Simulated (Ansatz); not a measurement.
**Single-point calculation of WSe$_{2}$ (part 1 of 2)**

WSe$_{2}$ (P6₃/mmc, 42 atoms in the cell), computed with DFT PBE, scalar-relativistic, plane waves, PAW, no spin polarisation (Ansatz 0.2.0).

The structure derives from a Materials Project entry. It belongs to a series of runs on one base structure; here: the perfect crystal in a cell of 42 atoms.

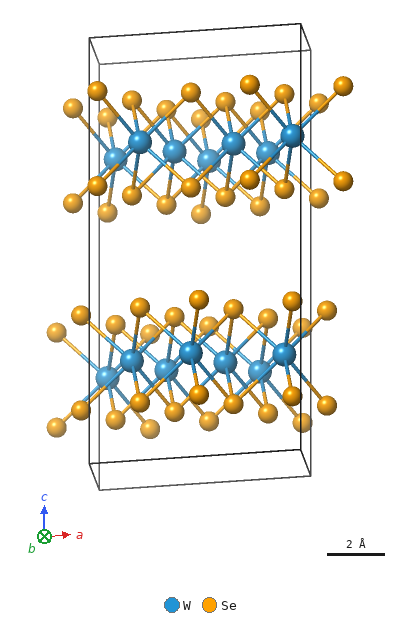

Figure 1. The structure (ball-and-stick view of the cell of the calculation, seen at an oblique angle; bonded neighbours outside the cell are drawn too). An atom can appear more than once, as a periodic image.

Input
```yaml
crystal:
  lattice:
    - [8.3024665753, -2.8760587872, 0.0]
    - [-6.6419732602, -5.7521175747, 0.0]
    - [0.0, 0.0, -15.0438319106]
  atoms:
    - { symbol: W, position: [0.3333333333, 0.6666666667, 0.25] }
    - { symbol: W, position: [0.619047619, 0.5238095238, 0.25] }
    - { symbol: W, position: [0.1904761905, 0.2380952381, 0.25] }
    - { symbol: W, position: [0.9047619048, 0.380952381, 0.25] }
    - { symbol: W, position: [0.4761904762, 0.0952380952, 0.25] }
    - { symbol: W, position: [0.0476190476, 0.8095238095, 0.25] }
    - { symbol: W, position: [0.7619047619, 0.9523809524, 0.25] }
    - { symbol: W, position: [0.0952380952, 0.619047619, 0.75] }
    - { symbol: W, position: [0.380952381, 0.4761904762, 0.75] }
    - { symbol: W, position: [0.9523809524, 0.1904761905, 0.75] }
    - { symbol: W, position: [0.6666666667, 0.3333333333, 0.75] }
    - { symbol: W, position: [0.2380952381, 0.0476190476, 0.75] }
    - { symbol: W, position: [0.8095238095, 0.7619047619, 0.75] }
    - { symbol: W, position: [0.5238095238, 0.9047619048, 0.75] }
    - { symbol: Se, position: [0.0952380952, 0.619047619, 0.1384569501] }
    - { symbol: Se, position: [0.380952381, 0.4761904762, 0.1384569501] }
    - { symbol: Se, position: [0.9523809524, 0.1904761905, 0.1384569501] }
    - { symbol: Se, position: [0.6666666667, 0.3333333333, 0.1384569501] }
    - { symbol: Se, position: [0.2380952381, 0.0476190476, 0.1384569501] }
    - { symbol: Se, position: [0.8095238095, 0.7619047619, 0.1384569501] }
    - { symbol: Se, position: [0.5238095238, 0.9047619048, 0.1384569501] }
    - { symbol: Se, position: [0.3333333333, 0.6666666667, 0.6384569501] }
    - { symbol: Se, position: [0.619047619, 0.5238095238, 0.6384569501] }
    - { symbol: Se, position: [0.1904761905, 0.2380952381, 0.6384569501] }
    - { symbol: Se, position: [0.9047619048, 0.380952381, 0.6384569501] }
    - { symbol: Se, position: [0.4761904762, 0.0952380952, 0.6384569501] }
    - { symbol: Se, position: [0.0476190476, 0.8095238095, 0.6384569501] }
    - { symbol: Se, position: [0.7619047619, 0.9523809524, 0.6384569501] }
    - { symbol: Se, position: [0.0952380952, 0.619047619, 0.3615430499] }
    - { symbol: Se, position: [0.380952381, 0.4761904762, 0.3615430499] }
    - { symbol: Se, position: [0.9523809524, 0.1904761905, 0.3615430499] }
    - { symbol: Se, position: [0.6666666667, 0.3333333333, 0.3615430499] }
    - { symbol: Se, position: [0.2380952381, 0.0476190476, 0.3615430499] }
    - { symbol: Se, position: [0.8095238095, 0.7619047619, 0.3615430499] }
    - { symbol: Se, position: [0.5238095238, 0.9047619048, 0.3615430499] }
    - { symbol: Se, position: [0.3333333333, 0.6666666667, 0.8615430499] }
    - { symbol: Se, position: [0.619047619, 0.5238095238, 0.8615430499] }
    - { symbol: Se, position: [0.1904761905, 0.2380952381, 0.8615430499] }
    - { symbol: Se, position: [0.9047619048, 0.380952381, 0.8615430499] }
    - { symbol: Se, position: [0.4761904762, 0.0952380952, 0.8615430499] }
    - { symbol: Se, position: [0.0476190476, 0.8095238095, 0.8615430499] }
    - { symbol: Se, position: [0.7619047619, 0.9523809524, 0.8615430499] }
basis:
  ecutwfc: 420
  xc_grid: 2
kpoints:
  mp_grid: { grid: [2, 2, 2], shift: [0.0, 0.0, 0.0] }
hamiltonian:
  xc: pbe
scf:
  occupations: { method: gaussian, width: 0.01 }
output:
  forces: true
  stress: true
  eigenvalues: true
```

Run as:
```bash
ansatz run input.yaml --threads 4 --pin off --max-ram 10240MiB --backend cpu --events-out ev --progress --plain --runs-dir out
```

The program's output
```
Engine: ansatz 0.2.0, aarch64-unknown-linux-gnu
Pseudopotentials: kind: paw
Pseudopotential: W, paw, valence charge 14, recommended cutoff 420 eV (normal), W.paw.azcp
Pseudopotential: Se, paw, valence charge 16, recommended cutoff 420 eV (normal), Se.paw.azcp
Functional definition: PBE
  parameter kappa = 0.804
  parameter beta = 0.06672455060314922
  exchange = pbe_x(kappa = kappa, mu = beta*pi^2/3)
  correlation = pbe_c(beta = beta)
Crystal: 42 atoms, lattice volume = 1005.823 Å³
Basis set: ecut = 420 eV, 19665 PW (Γ), exchange–correlation on 120×120×216 points (8 copies of the dense FFT grid, shifted against one another)
Bands: 387, of which v1, the nominal top of the filled ones, is band 322 counted from 1 (321 counted from 0)
Symmetry: 84 space group operations
Space group: P63/mmc (ITA 194), of the structure as read, at distance tolerance 1.0e-4 Å
k-points: 4 of 8
Non-local potential: W, projectors of the file, l = 0: 3, l = 1: 2, l = 2: 2, l = 3: 1
Non-local potential: Se, projectors of the file, l = 0: 2, l = 1: 2, l = 2: 3, l = 3: 1
PAW form: soft (Blöchl's): semilocal exchange-correlation on the pseudo side does not see the compensation charge
PAW one-centre angular grid: W, 590 points (default); XC on 64 Gauss nodes
PAW one-centre angular grid: Se, 590 points (default); XC on 64 Gauss nodes
Initial density: superposition of atomic densities (neutral atoms: chi_scale 0, normalization atom), corrected by the library's trained network
Initial wavefunctions: pseudopotential atomic-orbital guess
Functional: x = pbe(κ = 0.804, μ = 0.2195149727645171), c = pbe(β = 0.06672455060314922)
SCF iter   1: F=—  HF=-298545.183378 eV  |F-HF|=—  |Δ(HF+E_count)|=         —  Δρ=4.41e-3  dr2=1.96e-1  ethr=1.77e-3  ⟨swp⟩=6.5  Hψ=6222  notcnv=0  defer=61
preconditioner: auto → Resta (q_TF=auto, 2.533 Å⁻¹)  ε∞=5.7  [insulator: Δε(μ)=1.789 eV  Ē_g=8.548 eV  σ=0.010 eV  W_gap=1.00  n_scr=300 (ndim 8)  ℏωp=18.6 eV  f_vac=0.198  D(μ)=0.00/eV (n_scr^D=0)  ε∞_Penn≈5.7]
SCF iter   2: F=—  HF=-298545.225747 eV  |F-HF|=—  |Δ(HF+E_count)|=   4.24e-2  Δρ=2.51e-3  dr2=3.71e-2  ethr=3.04e-5  ⟨swp⟩=2.0  Hψ=2067  notcnv=0  defer=220
SCF iter   3: F=—  HF=-298545.248221 eV  |F-HF|=—  |Δ(HF+E_count)|=   2.25e-2  Δρ=9.60e-4  dr2=1.66e-2  ethr=5.76e-6  ⟨swp⟩=2.0  Hψ=1816  notcnv=0  defer=164
automatic band count: iteration 3 solves 373 bands in place of 387: the levels show a gap, and the empty bands left out lie too high to hold charge; the band table lists the bands solved (type scf.n_extra_bands for more)
SCF iter   4: F=—  HF=-298545.249903 eV  |F-HF|=—  |Δ(HF+E_count)|=   1.68e-3  Δρ=1.98e-4  dr2=8.72e-4  ethr=2.58e-6  ⟨swp⟩=2.0  Hψ=1760  notcnv=0  defer=164
SCF iter   5: F=—  HF=-298545.250054 eV  |F-HF|=—  |Δ(HF+E_count)|=   1.51e-4  Δρ=8.89e-5  dr2=1.96e-4  ethr=1.35e-7  ⟨swp⟩=2.0  Hψ=2554  notcnv=0  defer=164
SCF iter   6: F=—  HF=-298545.250070 eV  |F-HF|=—  |Δ(HF+E_count)|=   1.61e-5  Δρ=3.93e-5  dr2=2.19e-5  ethr=3.04e-8  ⟨swp⟩=2.0  Hψ=2558  notcnv=0  defer=164
SCF iter   7: F=—  HF=-298545.250934 eV  |F-HF|=—  |Δ(HF+E_count)|=   8.63e-4  Δρ=7.69e-6  dr2=6.85e-7  ethr=3.40e-9  ⟨swp⟩=2.5  Hψ=1881  notcnv=0  defer=164
SCF iter   8: F=-298545.250936 eV  HF=-298545.250936 eV  |F-HF|=3.41e-7  |Δ(HF+E_count)|=   2.10e-6  Δρ=2.41e-6  dr2=6.47e-8  ethr=1.55e-11  ⟨swp⟩=10.8  Hψ=7062  notcnv=0
SCF 1 converged in 8 iterations: F = -298545.250936 eV  dr2 = 6.47e-8
  greatest PAW one-centre occupation: 1.000 electrons in one spin orbital (limit 2), on the Se atom at site 41 (counted from 0), in its partial waves of l = 2
SCF converged after 8 iterations
Free energy (F): -298545.250936 eV
Harris-Foulkes:  -298545.250936 eV  (|F-HF|=3.41e-7)
Internal energy: -298545.250936 eV  (E = F + TS)
E sigma→0 (E₀):  -298545.250936 eV
Fermi energy:    10.768660 eV
--- Per-component energies (eV) ---
  E_band       = -13516.246046
  E_kinetic    = 9626.701194
  E_local      = -103965.028784  (includes V_loc(G=0)·N_el)
  E_nonlocal   = -16658.304965
  E_hartree    = 49605.727009
  E_xc         = -6658.937488
  E_vxc        = -6097.839347  (∫ρ·V_xc dr)
  E_paw        = -173398.350326  (= ΣΔE_a)
  E_vpaw       = 4366.797258  (= ΣTr[D̂ρ^β])
  E_aug_tail   = -0.017418  (compensation charges beyond the density's cutoff)
  E_ewald      = -57097.040159
  E_smearing   = -0.000000  (= −TS)
  E_closure    = 0.000000  (closes the sum)
  Σ components = -298545.250936   (vs F -298545.250936, Δ=0.00e0)
--- Forces (eV/Å), atoms counted from 1 ---
  atom   1  W     -0.00000000     0.00000000    -0.00000000
  atom   2  W     -0.00000000     0.00000000    -0.00000000
  atom   3  W     -0.00000000     0.00000000     0.00000000
  atom   4  W     -0.00000000     0.00000000     0.00000000
  atom   5  W     -0.00000000     0.00000000    -0.00000000
  atom   6  W     -0.00000000     0.00000000    -0.00000000
  atom   7  W     -0.00000000     0.00000000     0.00000000
  atom   8  W      0.00000000    -0.00000000     0.00000000
  atom   9  W      0.00000000    -0.00000000    -0.00000000
  atom  10  W      0.00000000    -0.00000000     0.00000000
  atom  11  W      0.00000000    -0.00000000     0.00000000
  atom  12  W      0.00000000    -0.00000000    -0.00000000
  atom  13  W      0.00000000    -0.00000000     0.00000000
  atom  14  W      0.00000000    -0.00000000     0.00000000
  atom  15  Se    -0.00000000     0.00000000     0.00317646
  atom  16  Se    -0.00000000     0.00000000     0.00317646
  atom  17  Se    -0.00000000     0.00000000     0.00317646
  atom  18  Se    -0.00000000     0.00000000     0.00317646
  atom  19  Se    -0.00000000     0.00000000     0.00317646
  atom  20  Se    -0.00000000     0.00000000     0.00317646
  atom  21  Se    -0.00000000     0.00000000     0.00317646
  atom  22  Se     0.00000000    -0.00000000     0.00317646
  atom  23  Se     0.00000000    -0.00000000     0.00317646
  atom  24  Se     0.00000000    -0.00000000     0.00317646
  atom  25  Se     0.00000000    -0.00000000     0.00317646
  atom  26  Se     0.00000000    -0.00000000     0.00317646
  atom  27  Se     0.00000000    -0.00000000     0.00317646
  atom  28  Se     0.00000000    -0.00000000     0.00317646
  atom  29  Se    -0.00000000     0.00000000    -0.00317646
  atom  30  Se    -0.00000000     0.00000000    -0.00317646
  atom  31  Se    -0.00000000     0.00000000    -0.00317646
  atom  32  Se    -0.00000000     0.00000000    -0.00317646
  atom  33  Se    -0.00000000     0.00000000    -0.00317646
  atom  34  Se    -0.00000000     0.00000000    -0.00317646
  atom  35  Se    -0.00000000     0.00000000    -0.00317646
  atom  36  Se     0.00000000    -0.00000000    -0.00317646
  atom  37  Se     0.00000000    -0.00000000    -0.00317646
  atom  38  Se     0.00000000    -0.00000000    -0.00317646
  atom  39  Se     0.00000000    -0.00000000    -0.00317646
  atom  40  Se     0.00000000    -0.00000000    -0.00317646
  atom  41  Se     0.00000000    -0.00000000    -0.00317646
  atom  42  Se     0.00000000    -0.00000000    -0.00317646
  max |Σ_I F_I| component: 5.78e-18 eV/Å
--- Stress (GPa, compression-positive) ---
        0.038198       0.000000      -0.000000
       -0.000000       0.038198      -0.000000
        0.000000      -0.000000       0.042685
  P = ⅓ Tr σ = 0.0397 GPa (0.397 kbar)
--- Band table (eV) ---
```
